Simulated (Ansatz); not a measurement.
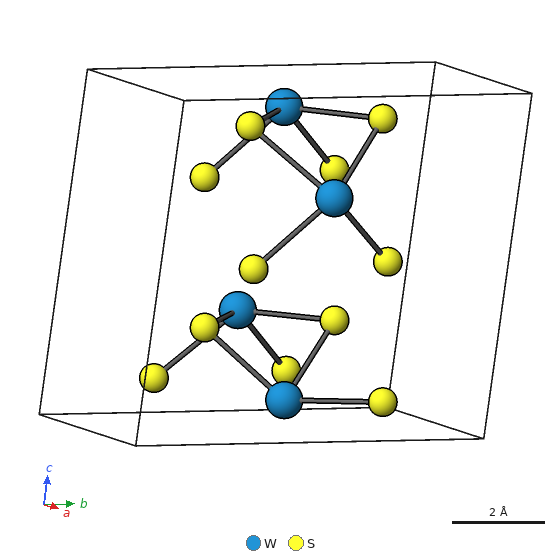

Figure: ball-and-stick view slightly off an axis. The lines enclose the supercell; boundary atoms appear with their images. The host is WS2, in a cell of 15 sites, and the cell carries a charge of -2.

> How does this supercell depart from the perfect host?

A tungsten vacancy. Around the empty site lie six S at about 2.4 to 2.6 Å.

The numbers come from DFT PBE, scalar-relativistic, plane waves, PAW in Ansatz, using a basis cut at 420 eV, k-mesh 4×3×4, Gaussian smearing of 0.01 eV, collinear spins.

> Is there a net spin in the supercell?

Yes, 0.5 μB in the cell.

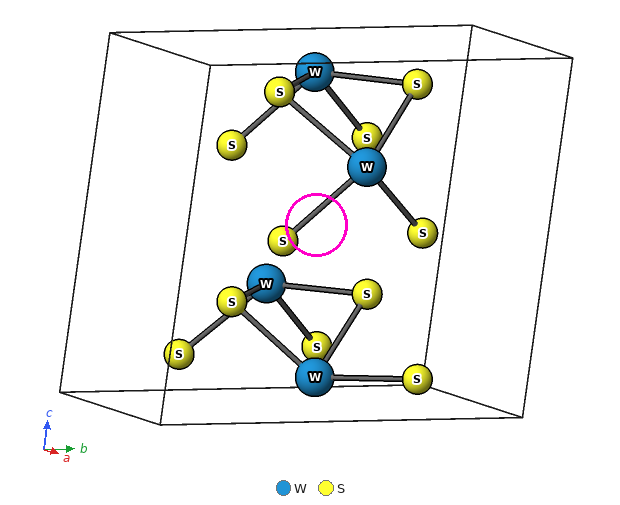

The same cell with a ring at the defect's site.

The atoms were relaxed in the host's cell with Ansatz, DFT PBE, scalar-relativistic, plane waves, PAW.
